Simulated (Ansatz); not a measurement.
## Geometry relaxation, with input and output: ZnSn2O8 (part 1 of 2)

- system: ZnSn2O8 (defect cell, 11 atoms in the cell)
- method: DFT PBE, scalar-relativistic, plane waves, PAW, no spin polarisation (Ansatz 0.2.0)

The structure derives from a Materials Project entry. It belongs to a series of runs on one base structure; here: Zn on a Sn site beside a Sn vacancy, charge +0, atoms relaxed.

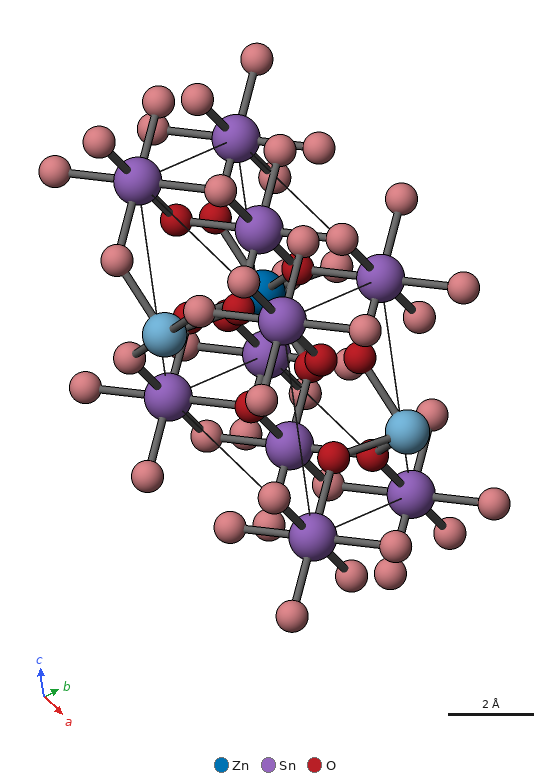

The structure as given in the input (ball-and-stick view of the cell of the calculation, seen slightly off an axis; neighbours outside the cell are drawn fainter). An atom can appear more than once, as a periodic image.

Input:
```yaml
crystal:
  lattice:
    - [0.0, 4.8271903452, -3.2381522545]
    - [0.0, -4.8271903452, -3.2381522545]
    - [-4.8271903452, 0.0, 3.2381522545]
  atoms:
    - { symbol: Zn, position: [0.25, 0.75, 0.5] }
    - { symbol: Sn, position: [0.0, 0.0, 0.0] }
    - { symbol: Sn, position: [0.5, 0.5, 0.0] }
    - { symbol: O, position: [0.5565765234, 0.75, 0.8065765234] }
    - { symbol: O, position: [0.0565765234, 0.25, 0.8065765234] }
    - { symbol: O, position: [0.9434234766, 0.75, 0.1934234766] }
    - { symbol: O, position: [0.4434234766, 0.25, 0.1934234766] }
    - { symbol: O, position: [0.5, 0.1934234766, 0.6934234766] }
    - { symbol: O, position: [0.0, 0.6934234766, 0.6934234766] }
    - { symbol: O, position: [0.5, 0.8065765234, 0.3065765234] }
    - { symbol: O, position: [0.0, 0.3065765234, 0.3065765234] }
basis:
  ecutwfc: 420
  xc_grid: 2
kpoints:
  mp_grid: { grid: [3, 3, 3], shift: [0.0, 0.0, 0.0] }
hamiltonian:
  xc: pbe
scf:
  occupations: { method: gaussian, width: 0.02 }
output:
  forces: true
  stress: false
  eigenvalues: true
  write_density: true
  write_potential: true
  elf: true
  volumetric_format: npy
relax:
  adjacent_minimum: "off"
  f_tol: 0.02
  max_steps: 60
```

Run as:
```bash
ansatz run input.yaml --threads 4 --pin off --max-ram 10240MiB --backend cpu --events-out ev --progress --plain --runs-dir out
```

Log:
```
Engine: ansatz 0.2.0, aarch64-unknown-linux-gnu
Pseudopotentials: kind: paw
Pseudopotential: Zn, paw, valence charge 12, recommended cutoff 420 eV (normal), Zn.paw.azcp
Pseudopotential: Sn, paw, valence charge 14, recommended cutoff 420 eV (normal), Sn.paw.azcp
Pseudopotential: O, paw, valence charge 6, recommended cutoff 420 eV (normal), O.paw.azcp
Functional definition: PBE
  parameter kappa = 0.804
  parameter beta = 0.06672455060314922
  exchange = pbe_x(kappa = kappa, mu = beta*pi^2/3)
  correlation = pbe_c(beta = beta)
Crystal: 11 atoms, lattice volume = 150.909 Å³
Basis set: ecut = 420 eV, 2975 PW (Γ), exchange–correlation on 80×80×80 points (8 copies of the dense FFT grid, shifted against one another)
Bands: 55, of which v1, the nominal top of the filled ones, is band 44 counted from 1 (43 counted from 0)
Symmetry: 8 space group operations
Space group: Immm (ITA 71), of the structure as read, at distance tolerance 5.3e-5 Å
k-points: 8 of 27
Non-local potential: Zn, projectors of the file, l = 0: 2, l = 1: 2, l = 2: 3, l = 3: 1
Non-local potential: Sn, projectors of the file, l = 0: 2, l = 1: 2, l = 2: 2, l = 3: 2
Non-local potential: O, projectors of the file, l = 0: 2, l = 1: 2, l = 2: 1
PAW form: soft (Blöchl's): semilocal exchange-correlation on the pseudo side does not see the compensation charge
PAW one-centre angular grid: Zn, 590 points (default); XC on 64 Gauss nodes
PAW one-centre angular grid: Sn, 590 points (default); XC on 64 Gauss nodes
PAW one-centre angular grid: O, 110 points (default); XC on 64 Gauss nodes
Initial density: superposition of atomic densities (neutral atoms: chi_scale 0, normalization atom), corrected by the library's trained network
Initial wavefunctions: pseudopotential atomic-orbital guess
Functional: x = pbe(κ = 0.804, μ = 0.2195149727645171), c = pbe(β = 0.06672455060314922)
SCF iter   1: F=—  HF=-19889.469937 eV  |F-HF|=—  |Δ(HF+E_count)|=         —  Δρ=1.22e-2  dr2=2.01e-1  ethr=1.77e-3  ⟨swp⟩=6.1  Hψ=1795  notcnv=0  defer=1
preconditioner: auto → LDOS  [metal: Δε(μ)=0.017 eV  Ē_g=15.081 eV  σ=0.020 eV  W_gap=0.42  n_scr=42 (ndim 8)  ℏωp=28.4 eV  f_vac=0.065  D(μ)=44.66/eV (n_scr^D=998)  β→1.0]
SCF iter   2: F=—  HF=-19889.472571 eV  |F-HF|=—  |Δ(HF+E_count)|=   2.63e-3  Δρ=1.49e-2  dr2=1.70e-1  ethr=2.29e-4  ⟨swp⟩=2.0  Hψ=548  notcnv=0  defer=45
SCF iter   3: F=—  HF=-19889.459379 eV  |F-HF|=—  |Δ(HF+E_count)|=   1.32e-2  Δρ=2.35e-3  dr2=3.51e-3  ethr=1.94e-4  ⟨swp⟩=1.0  Hψ=395  notcnv=0  defer=45
SCF iter   4: F=—  HF=-19889.459271 eV  |F-HF|=—  |Δ(HF+E_count)|=   1.08e-4  Δρ=9.56e-4  dr2=1.49e-3  ethr=3.99e-6  ⟨swp⟩=1.8  Hψ=531  notcnv=0  defer=45
SCF iter   5: F=—  HF=-19889.459256 eV  |F-HF|=—  |Δ(HF+E_count)|=   1.58e-5  Δρ=6.97e-4  dr2=6.66e-4  ethr=1.69e-6  ⟨swp⟩=1.0  Hψ=395  notcnv=0  defer=45
SCF iter   6: F=—  HF=-19889.459240 eV  |F-HF|=—  |Δ(HF+E_count)|=   1.62e-5  Δρ=4.43e-4  dr2=3.06e-4  ethr=7.56e-7  ⟨swp⟩=1.0  Hψ=395  notcnv=0  defer=45
SCF iter   7: F=—  HF=-19889.459222 eV  |F-HF|=—  |Δ(HF+E_count)|=   1.72e-5  Δρ=2.47e-4  dr2=9.17e-5  ethr=3.47e-7  ⟨swp⟩=1.0  Hψ=395  notcnv=0  defer=45
SCF iter   8: F=—  HF=-19889.459223 eV  |F-HF|=—  |Δ(HF+E_count)|=   1.18e-6  Δρ=1.78e-4  dr2=4.29e-5  ethr=1.04e-7  ⟨swp⟩=1.0  Hψ=395  notcnv=0  defer=45
SCF iter   9: F=—  HF=-19889.459222 eV  |F-HF|=—  |Δ(HF+E_count)|=   1.18e-6  Δρ=1.49e-4  dr2=2.94e-5  ethr=4.88e-8  ⟨swp⟩=1.0  Hψ=395  notcnv=0  defer=45
SCF iter  10: F=-19889.459212 eV  HF=-19889.459219 eV  |F-HF|=7.55e-6  |Δ(HF+E_count)|=   2.92e-6  Δρ=8.02e-5  dr2=8.67e-6  ethr=1.14e-8  ⟨swp⟩=15.4  Hψ=3637  notcnv=0
SCF 1 converged in 10 iterations: F = -19889.459212 eV  dr2 = 8.67e-6
  greatest PAW one-centre occupation: 0.995 electrons in one spin orbital (limit 2), on the Sn atom at site 2 (counted from 0), in its partial waves of l = 2
relax step   1: F+E_penalty+E_count = -19889.45921184 eV  Δ(F+E_penalty+E_count) = +0.000e0 eV  max|allowed force component| = 6.459e-1 eV/Å  Δτ_max = 0.0000 Å  (10 SCF iters, dr2 threshold 1.00e-5 eV, accepted)
Initial density: handed on by an earlier stage of this run
Initial wavefunctions: those handed on with the density
iter 1 solved again at ethr=3.42e-4 eV; its pass at ethr=3.10e-3 eV (dr2=3.01e-1 eV) is discarded
SCF iter   1: F=—  HF=-19889.642157 eV  |F-HF|=—  |Δ(HF+E_count)|=         —  Δρ=1.83e-2  dr2=3.05e-1  ethr=3.42e-4  ⟨swp⟩=1.6  Hψ=1331  notcnv=0  defer=41
preconditioner: auto → LDOS  [metal: Δε(μ)=0.005 eV  Ē_g=15.129 eV  σ=0.020 eV  W_gap=0.14  n_scr=42 (ndim 8)  ℏωp=28.4 eV  f_vac=0.074  D(μ)=41.70/eV (n_scr^D=918)  β→1.0]
SCF iter   2: F=—  HF=-19889.635294 eV  |F-HF|=—  |Δ(HF+E_count)|=   6.86e-3  Δρ=1.79e-2  dr2=4.26e-1  ethr=3.42e-4  ⟨swp⟩=2.1  Hψ=439  notcnv=0  defer=41
SCF iter   3: F=—  HF=-19889.620892 eV  |F-HF|=—  |Δ(HF+E_count)|=   1.44e-2  Δρ=8.97e-3  dr2=1.26e-1  ethr=3.42e-4  ⟨swp⟩=1.5  Hψ=406  notcnv=0  defer=41
SCF iter   4: F=—  HF=-19889.616942 eV  |F-HF|=—  |Δ(HF+E_count)|=   3.95e-3  Δρ=7.05e-3  dr2=6.83e-2  ethr=1.43e-4  ⟨swp⟩=1.5  Hψ=403  notcnv=0  defer=41
SCF iter   5: F=—  HF=-19889.612954 eV  |F-HF|=—  |Δ(HF+E_count)|=   3.99e-3  Δρ=4.60e-3  dr2=2.62e-2  ethr=7.76e-5  ⟨swp⟩=1.5  Hψ=416  notcnv=0  defer=41
SCF iter   6: F=—  HF=-19889.612324 eV  |F-HF|=—  |Δ(HF+E_count)|=   6.30e-4  Δρ=3.77e-3  dr2=1.39e-2  ethr=2.98e-5  ⟨swp⟩=1.8  Hψ=460  notcnv=0  defer=41
SCF iter   7: F=—  HF=-19889.611643 eV  |F-HF|=—  |Δ(HF+E_count)|=   6.81e-4  Δρ=2.37e-3  dr2=7.63e-3  ethr=1.59e-5  ⟨swp⟩=1.0  Hψ=454  notcnv=0  defer=41
SCF iter   8: F=—  HF=-19889.611501 eV  |F-HF|=—  |Δ(HF+E_count)|=   1.42e-4  Δρ=1.92e-3  dr2=6.04e-3  ethr=8.67e-6  ⟨swp⟩=1.0  Hψ=398  notcnv=0  defer=41
SCF iter   9: F=—  HF=-19889.611261 eV  |F-HF|=—  |Δ(HF+E_count)|=   2.40e-4  Δρ=1.51e-3  dr2=2.97e-3  ethr=6.86e-6  ⟨swp⟩=1.0  Hψ=398  notcnv=0  defer=41
SCF iter  10: F=—  HF=-19889.610927 eV  |F-HF|=—  |Δ(HF+E_count)|=   3.34e-4  Δρ=9.51e-4  dr2=1.67e-3  ethr=3.38e-6  ⟨swp⟩=2.0  Hψ=538  notcnv=0  defer=41
SCF iter  11: F=—  HF=-19889.610915 eV  |F-HF|=—  |Δ(HF+E_count)|=   1.14e-5  Δρ=3.06e-4  dr2=1.31e-4  ethr=1.89e-6  ⟨swp⟩=1.0  Hψ=398  notcnv=0  defer=41
SCF iter  12: F=—  HF=-19889.610920 eV  |F-HF|=—  |Δ(HF+E_count)|=   4.91e-6  Δρ=1.78e-4  dr2=3.92e-5  ethr=1.48e-7  ⟨swp⟩=1.0  Hψ=398  notcnv=0  defer=41
SCF iter  13: F=-19889.610918 eV  HF=-19889.610921 eV  |F-HF|=3.04e-6  |Δ(HF+E_count)|=   1.90e-7  Δρ=5.55e-5  dr2=5.03e-6  ethr=2.96e-8  ⟨swp⟩=18.4  Hψ=3786  notcnv=0
SCF 2 converged in 13 iterations: F = -19889.610918 eV  dr2 = 5.03e-6
relax step   2: F+E_penalty+E_count = -19889.61091753 eV  Δ(F+E_penalty+E_count) = -1.517e-1 eV  max|allowed force component| = 4.706e-1 eV/Å  Δτ_max = 0.0721 Å  (13 SCF iters, dr2 threshold 2.61e-5 eV, accepted)
iter 1 solved again at ethr=2.35e-3 eV; its pass at ethr=3.10e-3 eV (dr2=2.07e0 eV) is discarded
SCF iter   1: F=—  HF=-19889.946969 eV  |F-HF|=—  |Δ(HF+E_count)|=         —  Δρ=4.63e-2  dr2=2.07e0  ethr=2.35e-3  ⟨swp⟩=1.0  Hψ=1796  notcnv=0  defer=5
preconditioner: auto → LDOS  [metal: Δε(μ)=0.017 eV  Ē_g=15.278 eV  σ=0.020 eV  W_gap=0.44  n_scr=42 (ndim 8)  ℏωp=28.4 eV  f_vac=0.097  D(μ)=9.41/eV (n_scr^D=86)  β→1.0]
SCF iter   2: F=—  HF=-19890.169503 eV  |F-HF|=—  |Δ(HF+E_count)|=   2.23e-1  Δρ=6.92e-2  dr2=7.19e0  ethr=2.35e-3  ⟨swp⟩=2.1  Hψ=649  notcnv=0  defer=5  recentre
SCF iter   3: F=—  HF=-19889.773062 eV  |F-HF|=—  |Δ(HF+E_count)|=   3.96e-1  Δρ=2.09e-2  dr2=4.31e-1  ethr=2.35e-3  ⟨swp⟩=2.0  Hψ=748  notcnv=0  defer=22
SCF iter   4: F=—  HF=-19889.757514 eV  |F-HF|=—  |Δ(HF+E_count)|=   1.55e-2  Δρ=1.97e-2  dr2=6.20e-1  ethr=4.89e-4  ⟨swp⟩=2.0  Hψ=551  notcnv=0  defer=40
SCF iter   5: F=—  HF=-19889.743008 eV  |F-HF|=—  |Δ(HF+E_count)|=   1.45e-2  Δρ=1.25e-2  dr2=2.73e-1  ethr=4.89e-4  ⟨swp⟩=1.0  Hψ=400  notcnv=0  defer=40
SCF iter   6: F=—  HF=-19889.739639 eV  |F-HF|=—  |Δ(HF+E_count)|=   3.37e-3  Δρ=5.96e-3  dr2=4.24e-2  ethr=3.10e-4  ⟨swp⟩=2.0  Hψ=408  notcnv=0  defer=40
SCF iter   7: F=—  HF=-19889.738406 eV  |F-HF|=—  |Δ(HF+E_count)|=   1.23e-3  Δρ=3.26e-3  dr2=1.22e-2  ethr=4.82e-5  ⟨swp⟩=1.0  Hψ=400  notcnv=0  defer=40
SCF iter   8: F=—  HF=-19889.737676 eV  |F-HF|=—  |Δ(HF+E_count)|=   7.30e-4  Δρ=2.18e-3  dr2=8.03e-3  ethr=1.38e-5  ⟨swp⟩=2.0  Hψ=416  notcnv=0  defer=40
SCF iter   9: F=—  HF=-19889.737297 eV  |F-HF|=—  |Δ(HF+E_count)|=   3.79e-4  Δρ=1.17e-3  dr2=2.48e-3  ethr=9.12e-6  ⟨swp⟩=1.0  Hψ=512  notcnv=0  defer=40
SCF iter  10: F=—  HF=-19889.737207 eV  |F-HF|=—  |Δ(HF+E_count)|=   8.99e-5  Δρ=3.29e-4  dr2=2.19e-4  ethr=2.82e-6  ⟨swp⟩=1.0  Hψ=400  notcnv=0  defer=40
SCF iter  11: F=—  HF=-19889.737205 eV  |F-HF|=—  |Δ(HF+E_count)|=   1.66e-6  Δρ=2.11e-4  dr2=6.07e-5  ethr=2.49e-7  ⟨swp⟩=1.0  Hψ=400  notcnv=0  defer=40
SCF iter  12: F=—  HF=-19889.737202 eV  |F-HF|=—  |Δ(HF+E_count)|=   3.71e-6  Δρ=1.40e-4  dr2=3.52e-5  ethr=6.90e-8  ⟨swp⟩=1.9  Hψ=487  notcnv=0  defer=40
SCF iter  13: F=-19889.737197 eV  HF=-19889.737202 eV  |F-HF|=5.00e-6  |Δ(HF+E_count)|=   1.27e-7  Δρ=7.43e-5  dr2=6.47e-6  ethr=1.57e-8  ⟨swp⟩=16.2  Hψ=3823  notcnv=0
SCF 3 converged in 13 iterations: F = -19889.737197 eV  dr2 = 6.47e-6
relax step   3: F+E_penalty+E_count = -19889.73719657 eV  Δ(F+E_penalty+E_count) = -1.263e-1 eV  max|allowed force component| = 2.609e-1 eV/Å  Δτ_max = 0.1982 Å  (13 SCF iters, dr2 threshold 1.38e-5 eV, accepted)
SCF iter   1: F=—  HF=-19889.805789 eV  |F-HF|=—  |Δ(HF+E_count)|=         —  Δρ=2.05e-2  dr2=6.88e-1  ethr=1.90e-3  ⟨swp⟩=3.9  Hψ=852  notcnv=0  defer=42
preconditioner: auto → LDOS  [metal: Δε(μ)=0.010 eV  Ē_g=15.243 eV  σ=0.020 eV  W_gap=0.27  n_scr=42 (ndim 8)  ℏωp=28.4 eV  f_vac=0.093  D(μ)=40.56/eV (n_scr^D=878)  β→1.0]
SCF iter   2: F=—  HF=-19889.792080 eV  |F-HF|=—  |Δ(HF+E_count)|=   1.37e-2  Δρ=1.51e-2  dr2=1.32e-1  ethr=7.82e-4  ⟨swp⟩=2.0  Hψ=530  notcnv=0  defer=46
SCF iter   3: F=—  HF=-19889.773357 eV  |F-HF|=—  |Δ(HF+E_count)|=   1.87e-2  Δρ=7.18e-3  dr2=8.01e-2  ethr=1.49e-4  ⟨swp⟩=2.0  Hψ=415  notcnv=0  defer=46
SCF iter   4: F=—  HF=-19889.771391 eV  |F-HF|=—  |Δ(HF+E_count)|=   1.97e-3  Δρ=4.06e-3  dr2=1.90e-2  ethr=9.10e-5  ⟨swp⟩=2.0  Hψ=414  notcnv=0  defer=46
SCF iter   5: F=—  HF=-19889.771313 eV  |F-HF|=—  |Δ(HF+E_count)|=   7.76e-5  Δρ=3.15e-3  dr2=1.47e-2  ethr=2.16e-5  ⟨swp⟩=1.4  Hψ=397  notcnv=0  defer=46
SCF iter   6: F=—  HF=-19889.771208 eV  |F-HF|=—  |Δ(HF+E_count)|=   1.05e-4  Δρ=2.55e-3  dr2=9.25e-3  ethr=1.67e-5  ⟨swp⟩=1.0  Hψ=394  notcnv=0  defer=46
SCF iter   7: F=—  HF=-19889.771100 eV  |F-HF|=—  |Δ(HF+E_count)|=   1.08e-4  Δρ=2.15e-3  dr2=5.80e-3  ethr=1.05e-5  ⟨swp⟩=1.0  Hψ=394  notcnv=0  defer=46
SCF iter   8: F=—  HF=-19889.770579 eV  |F-HF|=—  |Δ(HF+E_count)|=   5.21e-4  Δρ=1.76e-3  dr2=5.87e-3  ethr=6.59e-6  ⟨swp⟩=2.0  Hψ=402  notcnv=0  defer=46
SCF iter   9: F=—  HF=-19889.770526 eV  |F-HF|=—  |Δ(HF+E_count)|=   5.29e-5  Δρ=1.54e-3  dr2=4.40e-3  ethr=6.59e-6  ⟨swp⟩=1.0  Hψ=394  notcnv=0  defer=46
SCF iter  10: F=—  HF=-19889.770471 eV  |F-HF|=—  |Δ(HF+E_count)|=   5.50e-5  Δρ=1.27e-3  dr2=3.04e-3  ethr=5.00e-6  ⟨swp⟩=1.0  Hψ=394  notcnv=0  defer=46
SCF iter  11: F=—  HF=-19889.770344 eV  |F-HF|=—  |Δ(HF+E_count)|=   1.27e-4  Δρ=3.88e-4  dr2=2.94e-4  ethr=3.46e-6  ⟨swp⟩=1.0  Hψ=394  notcnv=0  defer=46
SCF iter  12: F=—  HF=-19889.770334 eV  |F-HF|=—  |Δ(HF+E_count)|=   9.28e-6  Δρ=1.24e-4  dr2=3.04e-5  ethr=3.34e-7  ⟨swp⟩=1.1  Hψ=467  notcnv=0  defer=45
SCF iter  13: F=-19889.770334 eV  HF=-19889.770335 eV  |F-HF|=1.35e-6  |Δ(HF+E_count)|=   9.84e-7  Δρ=3.44e-5  dr2=2.08e-6  ethr=2.38e-8  ⟨swp⟩=18.4  Hψ=4093  notcnv=0
SCF 4 converged in 13 iterations: F = -19889.770334 eV  dr2 = 2.08e-6
  Residual-converged pass: ⟨swp⟩=1.1  Hψ=473  notcnv=0  max |occ|·‖R‖ = 6.8e-9 eV (tolerance 1.0e-8 eV)  dr2=2.08e-6  dr2_onsite=6.05e-8  max |Δocc| = 3.1e-10
relax step   4: F+E_penalty+E_count = -19889.77033394 eV  Δ(F+E_penalty+E_count) = -3.314e-2 eV  max|allowed force component| = 6.523e-2 eV/Å  Δτ_max = 0.0538 Å  (13 SCF iters, dr2 threshold 2.09e-5 eV, accepted)
SCF iter   1: F=—  HF=-19889.772807 eV  |F-HF|=—  |Δ(HF+E_count)|=         —  Δρ=2.75e-3  dr2=1.13e-2  ethr=2.26e-4  ⟨swp⟩=2.0  Hψ=611  notcnv=0  defer=44
preconditioner: auto → LDOS  [metal: Δε(μ)=0.008 eV  Ē_g=15.285 eV  σ=0.020 eV  W_gap=0.23  n_scr=42 (ndim 8)  ℏωp=28.4 eV  f_vac=0.092  D(μ)=49.49/eV (n_scr^D=1162)  β→1.0]
SCF iter   2: F=—  HF=-19889.772443 eV  |F-HF|=—  |Δ(HF+E_count)|=   3.64e-4  Δρ=2.02e-3  dr2=5.83e-3  ethr=1.28e-5  ⟨swp⟩=1.5  Hψ=520  notcnv=0  defer=44
SCF iter   3: F=—  HF=-19889.772289 eV  |F-HF|=—  |Δ(HF+E_count)|=   1.54e-4  Δρ=1.60e-3  dr2=4.74e-3  ethr=6.63e-6  ⟨swp⟩=1.0  Hψ=395  notcnv=0  defer=44
SCF iter   4: F=—  HF=-19889.772129 eV  |F-HF|=—  |Δ(HF+E_count)|=   1.60e-4  Δρ=9.42e-4  dr2=1.70e-3  ethr=5.39e-6  ⟨swp⟩=1.0  Hψ=395  notcnv=0  defer=44
SCF iter   5: F=—  HF=-19889.772074 eV  |F-HF|=—  |Δ(HF+E_count)|=   5.46e-5  Δρ=6.78e-4  dr2=7.33e-4  ethr=1.93e-6  ⟨swp⟩=1.0  Hψ=395  notcnv=0  defer=44
SCF iter   6: F=—  HF=-19889.772066 eV  |F-HF|=—  |Δ(HF+E_count)|=   8.23e-6  Δρ=4.81e-4  dr2=4.05e-4  ethr=8.33e-7  ⟨swp⟩=1.0  Hψ=395  notcnv=0  defer=44
SCF iter   7: F=—  HF=-19889.772051 eV  |F-HF|=—  |Δ(HF+E_count)|=   1.46e-5  Δρ=3.10e-4  dr2=1.50e-4  ethr=4.61e-7  ⟨swp⟩=1.0  Hψ=395  notcnv=0  defer=44
SCF iter   8: F=—  HF=-19889.772032 eV  |F-HF|=—  |Δ(HF+E_count)|=   1.93e-5  Δρ=2.09e-4  dr2=6.89e-5  ethr=1.70e-7  ⟨swp⟩=1.0  Hψ=395  notcnv=0  defer=44
SCF iter   9: F=—  HF=-19889.772096 eV  |F-HF|=—  |Δ(HF+E_count)|=   6.39e-5  Δρ=1.85e-4  dr2=4.94e-5  ethr=7.83e-8  ⟨swp⟩=1.0  Hψ=395  notcnv=0  defer=44
SCF iter  10: F=—  HF=-19889.772093 eV  |F-HF|=—  |Δ(HF+E_count)|=   2.92e-6  Δρ=1.10e-4  dr2=1.76e-5  ethr=5.62e-8  ⟨swp⟩=1.0  Hψ=395  notcnv=0  defer=44
SCF iter  11: F=—  HF=-19889.772093 eV  |F-HF|=—  |Δ(HF+E_count)|=   6.04e-8  Δρ=8.16e-5  dr2=8.42e-6  ethr=2.00e-8  ⟨swp⟩=1.0  Hψ=395  notcnv=0  defer=44
SCF iter  12: F=—  HF=-19889.772092 eV  |F-HF|=—  |Δ(HF+E_count)|=   6.21e-7  Δρ=2.06e-5  dr2=5.30e-7  ethr=9.57e-9  ⟨swp⟩=2.0  Hψ=410  notcnv=0  defer=44
SCF iter  13: F=—  HF=-19889.772092 eV  |F-HF|=—  |Δ(HF+E_count)|=   5.28e-8  Δρ=1.19e-5  dr2=1.96e-7  ethr=6.02e-10  ⟨swp⟩=1.0  Hψ=395  notcnv=0  defer=44
SCF iter  14: F=-19889.772092 eV  HF=-19889.772092 eV  |F-HF|=6.26e-8  |Δ(HF+E_count)|=  2.11e-10  Δρ=7.58e-6  dr2=8.45e-8  ethr=1.14e-10  ⟨swp⟩=15.0  Hψ=3115  notcnv=0
SCF 5 converged in 14 iterations: F = -19889.772092 eV  dr2 = 8.45e-8
relax step   5: F+E_penalty+E_count = -19889.77209223 eV  Δ(F+E_penalty+E_count) = -1.758e-3 eV  max|allowed force component| = 2.079e-2 eV/Å  Δτ_max = 0.0097 Å  (14 SCF iters, accepted)
SCF iter   1: F=—  HF=-19889.772311 eV  |F-HF|=—  |Δ(HF+E_count)|=         —  Δρ=1.92e-3  dr2=7.98e-3  ethr=3.78e-6  ⟨swp⟩=2.0  Hψ=884  notcnv=0  defer=44
preconditioner: auto → LDOS  [metal: Δε(μ)=0.008 eV  Ē_g=15.237 eV  σ=0.020 eV  W_gap=0.22  n_scr=42 (ndim 8)  ℏωp=28.4 eV  f_vac=0.092  D(μ)=48.68/eV (n_scr^D=1146)  β→1.0]
SCF iter   2: F=—  HF=-19889.772103 eV  |F-HF|=—  |Δ(HF+E_count)|=   2.07e-4  Δρ=8.77e-4  dr2=1.05e-3  ethr=3.78e-6  ⟨swp⟩=1.0  Hψ=512  notcnv=0  defer=45
SCF iter   3: F=—  HF=-19889.772125 eV  |F-HF|=—  |Δ(HF+E_count)|=   2.16e-5  Δρ=7.60e-4  dr2=1.21e-3  ethr=1.19e-6  ⟨swp⟩=1.0  Hψ=395  notcnv=0  defer=45
SCF iter   4: F=—  HF=-19889.772126 eV  |F-HF|=—  |Δ(HF+E_count)|=   1.01e-6  Δρ=2.75e-4  dr2=1.39e-4  ethr=1.19e-6  ⟨swp⟩=1.0  Hψ=395  notcnv=0  defer=45
SCF iter   5: F=—  HF=-19889.772132 eV  |F-HF|=—  |Δ(HF+E_count)|=   5.77e-6  Δρ=1.08e-4  dr2=2.45e-5  ethr=1.58e-7  ⟨swp⟩=1.0  Hψ=395  notcnv=0  defer=45
SCF iter   6: F=—  HF=-19889.772186 eV  |F-HF|=—  |Δ(HF+E_count)|=   5.39e-5  Δρ=8.01e-5  dr2=1.37e-5  ethr=2.79e-8  ⟨swp⟩=1.0  Hψ=395  notcnv=0  defer=45
SCF iter   7: F=—  HF=-19889.772185 eV  |F-HF|=—  |Δ(HF+E_count)|=   3.38e-7  Δρ=4.93e-5  dr2=4.89e-6  ethr=1.56e-8  ⟨swp⟩=1.0  Hψ=395  notcnv=0  defer=45
SCF iter   8: F=—  HF=-19889.772185 eV  |F-HF|=—  |Δ(HF+E_count)|=   6.90e-8  Δρ=3.25e-5  dr2=1.56e-6  ethr=5.56e-9  ⟨swp⟩=1.0  Hψ=395  notcnv=0  defer=45
SCF iter   9: F=—  HF=-19889.772185 eV  |F-HF|=—  |Δ(HF+E_count)|=   5.74e-8  Δρ=9.18e-6  dr2=1.16e-7  ethr=1.77e-9  ⟨swp⟩=1.0  Hψ=395  notcnv=0  defer=45
SCF iter  10: F=-19889.772185 eV  HF=-19889.772185 eV  |F-HF|=6.45e-8  |Δ(HF+E_count)|=   2.85e-9  Δρ=7.54e-6  dr2=6.97e-8  ethr=1.14e-10  ⟨swp⟩=13.2  Hψ=2934  notcnv=0
SCF 6 converged in 10 iterations: F = -19889.772185 eV  dr2 = 6.97e-8
relax step   6: F+E_penalty+E_count = -19889.77218525 eV  Δ(F+E_penalty+E_count) = -9.302e-5 eV  max|allowed force component| = 2.005e-3 eV/Å  Δτ_max = 0.0019 Å  (10 SCF iters, accepted)
```
